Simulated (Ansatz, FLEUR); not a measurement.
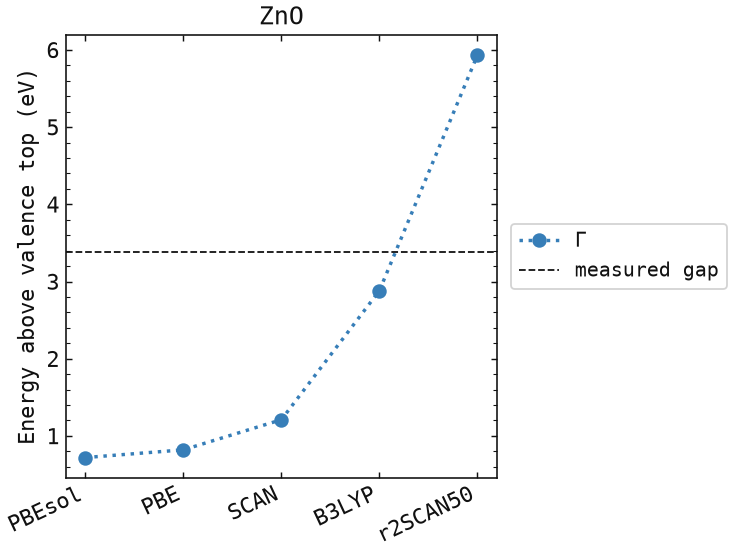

Lowest conduction level at Γ, counted from the valence-band top at Γ, by several methods on one cell of wurtzite ZnO, space group P6_3mc, 4 atoms in the cell; a = 3.249 Å, c = 5.206 Å (hexagonal axes). All runs are without spin-orbit coupling and carry no moments. The cell is at 5 GPa in PBE. The dashed line is the measured gap, 3.38 eV (doi:10.1021/acsomega.3c06556).

How far does each method lie from the measured gap?

Answer. The misses are −2.66 eV for PBEsol, −2.56 eV for PBE, −2.17 eV for SCAN, −0.50 eV for B3LYP and +2.55 eV for r2SCAN50. B3LYP is closest on these settings. The measured value also holds zero-point and thermal shifts, which these runs lack.

How do the methods rank at Γ?

Answer. From low to high: PBEsol 0.72, PBE 0.82, SCAN 1.21, B3LYP 2.88, r2SCAN50 5.93 eV.

| method | program | Γ (eV) |
| --- | --- | --- |
| PBEsol | Ansatz LAPW | 0.72 |
| PBE | Ansatz LAPW | 0.82 |
| SCAN | FLEUR | 1.21 |
| B3LYP | Ansatz | 2.88 |
| r2SCAN50 | Ansatz | 5.93 |

Settings. PBEsol: all-electron LAPW, 9×9×5 k mesh, Fermi-Dirac smearing of 0.05 eV (Ansatz 0.2.0). PBE: all-electron LAPW, 9×9×5 k mesh, Fermi-Dirac smearing of 0.05 eV (Ansatz). SCAN: all-electron, 9×9×5 k mesh, Fermi-Dirac smearing of 0.05 eV (FLEUR MaX-R8.1 (later development tree)). B3LYP: Ansatz PAW, 5×5×3 k mesh, 420 eV cutoff, Fermi-Dirac smearing of 0.05 eV (Ansatz). r2SCAN50: Ansatz PAW, 5×5×3 k mesh, 500 eV cutoff, Fermi-Dirac smearing of 0.05 eV (Ansatz 0.2.0).

These are five of the 36 methods that were run on this cell. The runs come from different programs and meshes, which adds differences of its own. LDA, GGA and most meta-GGA functionals understate gaps. B3LYP and r2SCAN50: the k mesh is coarse, so the values aren't converged, least of all with exact exchange. B3LYP and r2SCAN50: the PAW data sets were made with another functional. SCAN: the meta-GGA is that of a development version, with a GGA for the radial functions and cores and without core tails.
